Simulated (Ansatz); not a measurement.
# MgO (Fm-3m):Mg_i (8-fold void), thermodynamic levels from a 54-atom cell

Wanted: the transition levels of a self-interstitial in MgO (Fm-3m), from a cell of 54 host atoms with 1 Mg put in.

Calculated with Ansatz 0.2.0; place-levels on r2SCAN runs: charge-transition levels and formation energies with image-charge correction and potential alignment at the atomic sites.

**What experiment says.**

For MgO, rocksalt (bulk crystal), “Electronic structure of alkaline earth and post-transition metal oxides” (2009, arxiv:0908.1581) quotes earlier work: band gap (literature experimental gap) 7.83 eV [Literature value based on experiment; other listed experimental values range from 7.7 to …].

Report form: the programs' logs are mostly left out.

## (1) Starting point

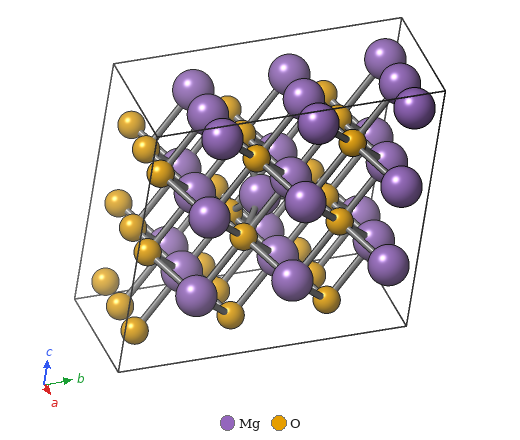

The cell as given, slightly off an axis (magnesium purple, oxygen orange). Bonds to atoms that aren't drawn are left out.

The cell holds 55 atoms: 28 Mg and 27 O. Its edges and angles: a = 8.919 Å, b = 8.919 Å, c = 8.919 Å, α = 60.0°, β = 60.0°, γ = 60.0°. It derives from MgO (space group Fm-3m). Nearest the centre at fractional (0.250, 0.250, 0.917): Mg55 at 0.00 Å, Mg25 at 1.82 Å, O2 at 1.82 Å, Mg19 at 1.82 Å, Mg7 at 1.82 Å, O12 at 1.82 Å, O24 at 1.82 Å, O6 at 1.82 Å.

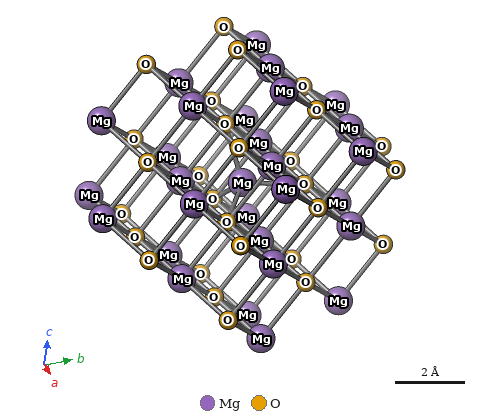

The atoms within 5 Å of the centre.

As a file:

```xyz
55
Lattice="0.0000 6.3066 6.3066 6.3066 0.0000 6.3066 6.3066 6.3066 0.0000" Properties=species:S:1:pos:R:3 pbc="T T T"
Mg    0.0000    0.0000    0.0000
O     2.1022    2.1022    2.1022
Mg    2.1022    2.1022    0.0000
O     4.2044    4.2044    2.1022
Mg    4.2044    4.2044    0.0000
O     6.3066    6.3066    2.1022
Mg    2.1022    0.0000    2.1022
O     4.2044    2.1022    4.2044
Mg    4.2044    2.1022    2.1022
O     6.3066    4.2044    4.2044
Mg    6.3066    4.2044    2.1022
O     8.4088    6.3066    4.2044
Mg    4.2044    0.0000    4.2044
O     6.3066    2.1022    6.3066
Mg    6.3066    2.1022    4.2044
O     8.4088    4.2044    6.3066
Mg    8.4088    4.2044    4.2044
O    10.5110    6.3066    6.3066
Mg    0.0000    2.1022    2.1022
O     2.1022    4.2044    4.2044
Mg    2.1022    4.2044    2.1022
O     4.2044    6.3066    4.2044
Mg    4.2044    6.3066    2.1022
O     6.3066    8.4088    4.2044
Mg    2.1022    2.1022    4.2044
O     4.2044    4.2044    6.3066
Mg    4.2044    4.2044    4.2044
O     6.3066    6.3066    6.3066
Mg    6.3066    6.3066    4.2044
O     8.4088    8.4088    6.3066
Mg    4.2044    2.1022    6.3066
O     6.3066    4.2044    8.4088
Mg    6.3066    4.2044    6.3066
O     8.4088    6.3066    8.4088
Mg    8.4088    6.3066    6.3066
O    10.5110    8.4088    8.4088
Mg    0.0000    4.2044    4.2044
O     2.1022    6.3066    6.3066
Mg    2.1022    6.3066    4.2044
O     4.2044    8.4088    6.3066
Mg    4.2044    8.4088    4.2044
O     6.3066   10.5110    6.3066
Mg    2.1022    4.2044    6.3066
O     4.2044    6.3066    8.4088
Mg    4.2044    6.3066    6.3066
O     6.3066    8.4088    8.4088
Mg    6.3066    8.4088    6.3066
O     8.4088   10.5110    8.4088
Mg    4.2044    4.2044    8.4088
O     6.3066    6.3066   10.5110
Mg    6.3066    6.3066    8.4088
O     8.4088    8.4088   10.5110
Mg    8.4088    8.4088    8.4088
O    10.5110   10.5110   10.5110
Mg    7.3577    7.3577    3.1533
```

Screening for the image-charge correction: ε∞ = 3.23, ε0 = 10.09, from a response run on this crystal (DFPT, PBEsol) at that run's own cell.

The cell's shortest repeat is 8.9 Å.

## (2) The runs of each charge state

A transition level is the Fermi level at which two charge states cost the same, so each charge needs its own total energy, at its own relaxed structure.

Each atom starts 0.05 Å or so off its site in a random direction: a symmetric start keeps its symmetry, and would miss off-centre moves and Jahn–Teller distortions. Forces are taken at one point at (¼, ¼, ¼). The cell holds 1 electron more than the neutral one, with a uniform background that keeps it neutral on the whole. The electron count is odd, so at least one spin is unpaired; this run locks the moment at 1 μB.

The sampling was tested on the host first: at the k-points planned (1x1x1 shifted 0.25 0.25 0.25) its energy lies 0.020 eV an atom from the dense-mesh value, under the bound of 0.02 eV set for this test; that bounds the host's error, not the defect's.

One state's input; the others differ in charge, spin, start and seed, and in occupations where the table says so.

The input, qm1_M1.relax/input.yaml:

```yaml
crystal:
  lattice:
    - [0.0, 2.10219755, 2.10219755]
    - [2.10219755, 0.0, 2.10219755]
    - [2.10219755, 2.10219755, 0.0]
  atoms:
    - { symbol: Mg, position: [0.0, 0.0, 0.0] }
    - { symbol: O, position: [0.5, 0.5, 0.5] }
  supercell: [3, 3, 3]
  defects: [{ interstitial: { symbol: Mg, position: [0.25, 0.25, 0.916667] } }]
total_charge: -1
basis:
  ecutwfc: 500
  xc_grid: 2
hamiltonian:
  xc: r2scan
kpoints:
  mp_grid: { grid: [1, 1, 1], shift: [0.25, 0.25, 0.25] }
magnetization:
  spin_polarized: true
  initial_magnetization: 1
  spin_locking: { lock_magnetization: hard }
scf:
  occupations: { method: fixed }
  max_iter: 60
output:
  forces: true
  charged_corrections: { epsilon: 3.23, static_epsilon: 10.09 }
relax:
  f_tol: 0.02
  max_steps: 80
  random_displacement: { amplitude: 0.05, seed: 1103 }
checkpoint:
  write: "../qm1_M1.relax.run"
  compress: false
  write_wavefunctions: true
  write_every: 100000
```

The run is started by

```sh
$ ansatz run input.yaml --threads 4 --pin off --max-ram 7536MiB --backend cpu --events-out ev --progress --plain --runs-dir out
```

The relaxed structure is kept and the sampling changed to a 2×2×2 shifted mesh.

The run of this state that the levels use, under r2SCAN:

The input, qm1_M1.point/input.yaml:

```yaml
crystal:
  checkpoint: "../qm1_M1.relax.run"
  host: checkpoint
total_charge: -1
basis:
  ecutwfc: 500
  xc_grid: 2
hamiltonian:
  xc: r2scan
kpoints:
  mp_grid: { grid: [2, 2, 2], shift: [0.5, 0.5, 0.5] }
magnetization:
  spin_polarized: true
  initial_magnetization: 1
  spin_locking: { lock_magnetization: hard }
scf:
  occupations: { method: fermi_dirac, width: 0.01 }
  max_iter: 60
output:
  forces: true
  eigenvalues: true
  charged_corrections:
    epsilon: 3.23
    static_epsilon: 10.09
    defect_position: [0.25, 0.25, 0.916667]
  eigenstates: { localisation: true }
  populations: true
  efg: {}
  band_densities: [{ bands: [v1, v1] }, { bands: [c1, c1] }]
  write_density: true
  write_potential: true
  volumetric_format: npy
checkpoint:
  read: "../qm1_M1.relax.run"
  write: "../qm1_M1.point.run"
  compress: false
  write_wavefunctions: false
  write_every: 100000
```

Relaxations under r2SCAN at one point at (¼, ¼, ¼); times on 4 threads of Arm Neoverse V2, shared host:

```tsv
charge	moment (μB)	occupations	outcome	steps	largest displacement against the far atoms (Å)	time
−1	1	fixed	converged	10	1.07	4.2 min
0	0	fixed	converged	6	0.42	58 s
+1	1	fixed	converged	6	0.42	2.3 min
+2	0	fixed	converged	7	0.41	66 s
```

Single points under r2SCAN at a 2×2×2 shifted mesh; times on 4 threads of Arm Neoverse V2, shared host:

```tsv
charge	moment (μB)	occupations	outcome	time
−1	1	fermi-dirac	converged	2.8 min
0	0	fermi-dirac	converged	53 s
+1	1	fermi-dirac	converged	2 min
+2	0	fermi-dirac	converged	49 s
```

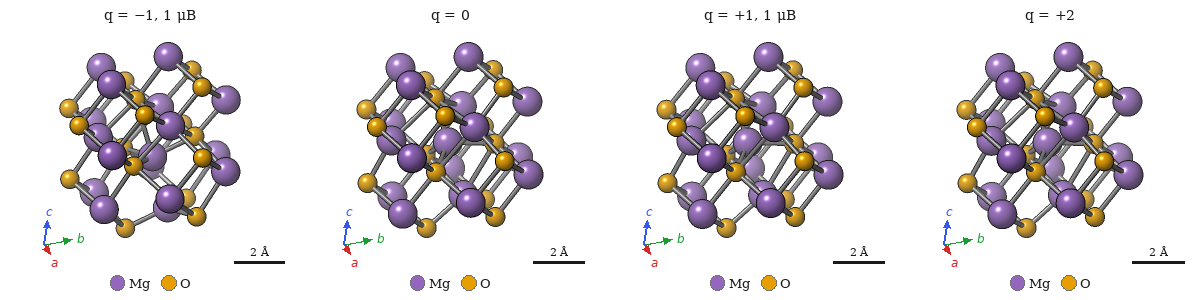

The structures near the centre after relaxation with r2SCAN, by charge.

Distances (Å) from Mg55 to the nearest atoms after relaxation with r2SCAN:

```tsv
charge	moment (μB)	1.	2.	3.	4.	5.	6.
−1	1	O 1.87	O 1.87	O 1.87	Mg 2.21	Mg 2.36	Mg 2.36
0	0	O 1.85	O 1.85	O 1.86	O 1.86	Mg 2.24	Mg 2.24
+1	1	O 1.84	O 1.84	O 1.84	O 1.85	Mg 2.23	Mg 2.23
+2	0	O 1.83	O 1.83	O 1.83	O 1.83	Mg 2.22	Mg 2.22
```

## (3) place-levels, r2SCAN

A charged cell interacts with its images and the background, and its potential has another zero than the host's. place-levels removes the first by a point-charge model, screened by the static dielectric constant since the ions have relaxed around the charge, and the second by comparing potentials at atoms far from the defect.

The host is a run of the defect-free crystal in the same cutoffs, grids and k-points, so that basis and sampling errors cancel in part in the differences. The host is run in a cell of 2 atoms on a matching mesh. Its band edges are searched through the zone by a band path, so the gap is smaller than, or equal to, that on the mesh. Chemical potentials are energies per atom of Mg (hcp), run with the same functional and cutoff.

The input, levels.point.yaml:

```yaml
host:
  run: host.point.run
states: [qm1_M1.point.run, q0.point.run, qp1_M1.point.run, qp2.point.run]
geometry_from:
  qm1_M1.point.run: qm1_M1.relax.run
  q0.point.run: q0.relax.run
  qp1_M1.point.run: qp1_M1.relax.run
  qp2.point.run: qp2.relax.run
chemical_potentials:
  Mg:
    energy: -1926.408907
    dataset: "<sha256 of the dataset>"
epsilon: 3.23
static_epsilon: 10.09
vertical:
  - { from: qm1_M1.point.run, to: qm1_M1.point_neutral.run }
  - { from: qp1_M1.point.run, to: qp1_M1.point_neutral.run }
  - { from: qp2.point.run, to: qp2.point_neutral.run }
```

The run is started by

```sh
$ ansatz place-levels levels.point.yaml -- --threads 4 --pin off --max-ram 7536MiB
```

The job ended after 0.38 s (4 threads of Arm Neoverse V2, shared host).

Levels between the charges placed, in eV above the valence top:

```tsv
	gap (eV)	(+2/+1)	(+1/0)	(0/−1)
r2SCAN	5.68	5.68	5.70	5.68
```

Corrections by state:

```tsv
charge	moment (μB)	image terms and alignment (eV)	band filling (eV)	ε used	over the lowest of its charge, as the program ranks them, band filling apart (eV)
+2	0.0	1.775	-	10.09	0.000
+1	1.0	0.658	-	10.09	0.000
0	0.0	0.000	-0.476	-	0.000
−1	1.0	-0.130	-1.144	10.09	0.000
```

The charged structures listed were also run neutral, and place-levels reads from each pair, by the potential or the spins, how wide the charge is by which they differ; that can be the carrier of either run.

```tsv
charge	rms radius (Å)	spread where it is widest against the cell (Å)	wide from (Å)	reading
+2	3.6	2.06	1.26	wide
+1	3.8	2.17	1.26	wide
−1	5.4	3.29	1.26	wide
```

The neutral runs of these pairs need not share the spin of the lowest neutral state, and very wide values only mean spread over the cell.

From the program's caveats on the states, each cut to its opening words:

- charge +2: it parts from the run at its places by a charge that spreads by about 2.1 Å along one vector (1.3 Å or more is wide), by its potential at epsilon 3.23, taken [...]
- charge +2: its alignment with the host at atomic sites is doubtful: the mean over the far sites moves by -0.1089 eV from their farther parts to their nearer, more than [...]
- charge +2, +1 (1 μB), 0: its displacements don't fall off away from the defect: farther atoms stand 0.016 Å off the host's places
- charge +1 (1 μB): it parts from the run at its places by a charge that spreads by about 2.2 Å along one vector (1.3 Å or more is wide), by its potential at epsilon 3.23, taken [...]
- charge +1 (1 μB): its alignment with the host at atomic sites is doubtful: the mean over the far sites moves by -0.0992 eV from their farther parts to their nearer, more than [...]
- charge +1 (1 μB): the host's ions (past the first shell or, of a walk that freed a part, those that it held) aren't shown at rest: they stand up to 0.041 Å off their sites, 1.40 [...]
- charge +1 (1 μB): its moments are held at its close (magnetization.spin_locking), by a field of 0.347 eV a Bohr magneton, and its energy and levels are of the state that this [...]
- charge +1 (1 μB), −1 (1 μB): flagged: stability check not made
- charge 0: a band-filling correction moves a carrier to the host's band edge, which changes its energy by -0.476 eV
- charge 0: its alignment with the host at atomic sites is doubtful: the mean over the far sites moves by -0.1116 eV from their farther parts to their nearer, more than [...]
- charge −1 (1 μB): how wide its charge is, is not read beside other atoms or cores, and a band state would take no correction
- charge −1 (1 μB): a band-filling correction moves a carrier to the host's band edge, which changes its energy by -1.144 eV
- charge −1 (1 μB): its alignment with the host at atomic sites is doubtful: a part of the defect, Mg at [0.3816, 0.3819, 0.5204], stands 2.89 Å off the defect's place or the [...]
- charge −1 (1 μB): its alignment with the host at atomic sites is doubtful: the mean over the far sites moves by -0.2172 eV from their farther parts to their nearer, more than [...]

The host's formation energy from the elements is -2.971 eV per atom; it sets how far the chemical potentials can move.

Limit set by the element alone; other compounds of these elements are not counted. Chemical potentials from the elements' reference states: Mg 0.00 eV, O -5.94 eV. Formation energy by charge state (Mg-rich; gap 5.68 eV):

```tsv
charge	at valence top (eV)	at conduction bottom (eV)	correction included (eV)
+2	1.37	12.74	1.77
+1	7.05	12.73	0.66
0	12.75	12.75	-0.48
−1	18.43	12.75	-1.27
```

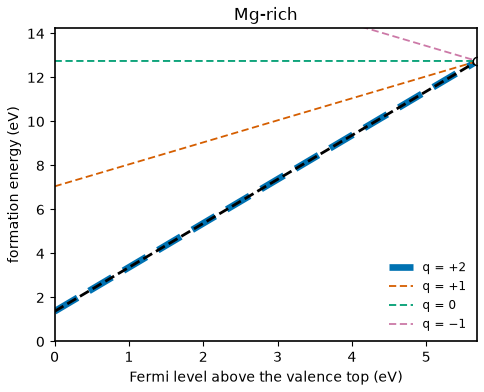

Formation energy against Fermi level; the thick line follows the lowest charge state and circles mark the transition levels.

Limit set by the element alone; other compounds of these elements are not counted. Chemical potentials from the elements' reference states: O 0.00 eV, Mg -5.94 eV. Formation energy by charge state (O-rich; gap 5.68 eV):

```tsv
charge	at valence top (eV)	at conduction bottom (eV)	correction included (eV)
+2	7.31	18.68	1.77
+1	12.99	18.68	0.66
0	18.69	18.69	-0.48
−1	24.38	18.69	-1.27
```

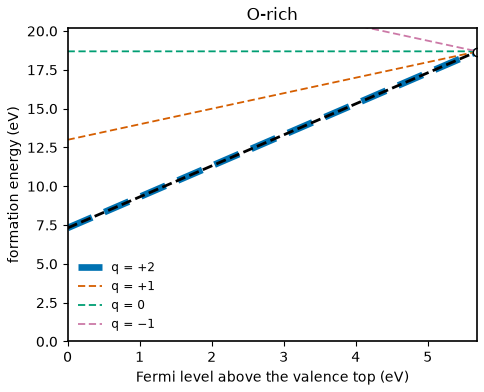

Formation energy against Fermi level; the thick line follows the lowest charge state and circles mark the transition levels.

The charge transition levels (eV, zero at the valence-band top of the host):

```tsv
	conduction bottom	valence top
Mg_i (8-fold void)	5.68	0.00
```

```tsv
	level	energy (eV)
Mg_i (8-fold void)	(+2/+1)	5.68
Mg_i (8-fold void)	(+1/−1)	5.69
```

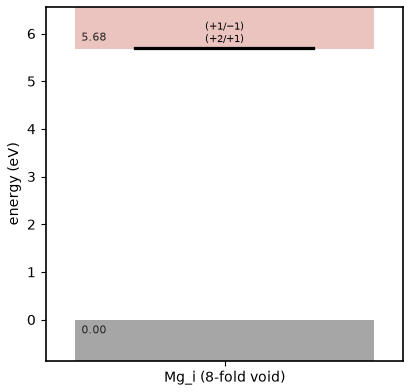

Charge transition levels. Shaded: valence and conduction bands.

## (4) The same at the relaxations' own k-points

The relaxations' own energies give the levels at their sampling, for comparison.

The input, levels.relax_mesh.yaml:

```yaml
host:
  run: host.relax.run
states: [qm1_M1.relax.run, q0.relax.run, qp1_M1.relax.run, qp2.relax.run]
chemical_potentials:
  Mg:
    energy: -1926.408907
    dataset: "<sha256 of the dataset>"
```

The run is started by

```sh
$ ansatz place-levels levels.relax_mesh.yaml -- --threads 4 --pin off --max-ram 7536MiB
```

Elapsed: 0.11 s, on 4 threads.

Levels between neighbouring charges, in eV above the valence top:

```tsv
	gap (eV)	(+2/+1)	(+1/0)	(0/−1)
one point at (¼, ¼, ¼)	5.67	5.08	5.49	5.67
a 2×2×2 shifted mesh	5.68	5.68	5.70	5.68
```

Going from one point at (¼, ¼, ¼) to a 2×2×2 shifted mesh moves the levels that carry no band-filling term by up to 0.60 eV and formation energies against the elements by up to 0.79 eV; band-filling terms, which differ between samplings, are in these energies.

## (5) What a wrong or other choice does

In this try the input is made faulty on purpose, to show what that does.

A choice is tested by changing it alone.

levels.try0.yaml is levels.point.yaml with these lines changed:

```diff
-static_epsilon: 10.09
+static_epsilon: 3.23
```

The run is started by

```sh
$ ansatz place-levels levels.try0.yaml -- --threads 4 --pin off --max-ram 7536MiB
```

The change: the electronic dielectric constant for relaxed ions.

Levels in eV above the valence top; the changed ones are not the defect's:

```tsv
	gap (eV)	(+2/+1)	(+1/0)	(0/−1)
changed	5.68	4.57	5.71	5.68
as set up	5.68	5.68	5.70	5.68
```

The largest shift is 1.11 eV, band-filling terms included.

## (6) What came out

| Item | Value |
| --- | --- |
| gap of the host | 5.68 eV (r2SCAN) |
| level (plus 2/plus 1) | 5.68 eV above the valence top, at the conduction bottom |
| level (plus 1/0) | 5.70 eV above the valence top, past the conduction bottom, not a change between lowest states (6.17 eV above the valence top without the band-filling term) |
| level (0/minus 1) | 5.68 eV above the valence top, at the conduction bottom, not a change between lowest states (6.35 eV above the valence top without the band-filling term) |
| lowest of the charges placed, just above the valence top (0.02 eV) | +2 |
| lowest of the charges placed, just below the conduction bottom (0.02 eV) | +2 |
| lowest formation energy at mid-gap of the charges run, Mg-rich | 7.05 eV |
| lowest formation energy at mid-gap of the charges run, O-rich | 13.00 eV |
| standing of these levels | doubtful, see below |

What this shows: Of the charges placed (−1, 0, +1 and +2), +2 is the lowest from 0.02 eV above the valence top to 0.02 eV below the conduction bottom, a gap of 5.68 eV. A neutral run at a charged structure lies 0.40 eV below the neutral state placed. Unless it holds a band carrier, charge 0 isn't at its lowest here, and with that energy the steps would read (+1/0) 5.30 eV and (0/−1) 6.08 eV, which can change which charges are lowest. (+2/+1) lies 0.00 eV from a band edge, less than the doubt on such levels. Charges above +2 were not placed, so these runs say nothing of levels that involve them. States placed: +2 at 0 μB; +1 at 1 μB; 0 at 0 μB; −1 at 1 μB. Other spin states or structures, where not listed, weren't placed. The program finds carriers beyond a band edge of the host and adds a band-filling term at charge −1 (-1.14 eV) and 0 (-0.48 eV); steps to such a charge show no bound level, and a defect level inside a band would be read the same way. Corrections reach 1.8 eV, so the cell is small for these charges and their levels are rough. Going from one point at (¼, ¼, ¼) to a 2×2×2 shifted mesh moves the levels that carry no band-filling term by up to 0.60 eV and formation energies against the elements by up to 0.79 eV; band-filling terms, which differ between samplings, are in these energies. The program doubts the alignment of potentials for at least one state, a sign that the cell is small. Limits: the images are only 8.9 Å apart; r2SCAN makes the gap too small and tends to spread out bound carriers; where a gas molecule sets a chemical potential or the host's formation energy, its binding is uncorrected; force components of up to 0.53 eV/Å remain in a run at the final settings.

Comparison with the measured values:

| quantity | measured | r2SCAN |
| --- | --- | --- |
| band gap (least gap of the host) (eV) | 7.83 | 5.68 (-2.15 eV) |

Measured values from arxiv:0908.1581 (2009).

Verdict: The band gap is off by -2.15 eV: a clear miss. Local and semilocal functionals usually give gaps below the measured ones. Zero-point and thermal motion shift the measured gap.

[Logs are printed without paths, hosts, clocks, repeated set-up lines and the standing remarks that a program may print on its own settings, such as how far it seeks lower states.]

[Hosts, paths, dates, database ids (printed as entryN), source tags and the programs' standing remarks are cut or masked in the printed files.]

[Where a table of states has a column of steps, it counts the stored structures, which are thinned; the runs took as many ionic steps or more.]

[A defect's name tells the site on which it was built; relaxed atoms can leave that site.]

[For some hosts the program warned that the k-mesh of the response run may be too coarse for force constants and the static dielectric constant; such warnings are not shown here.]
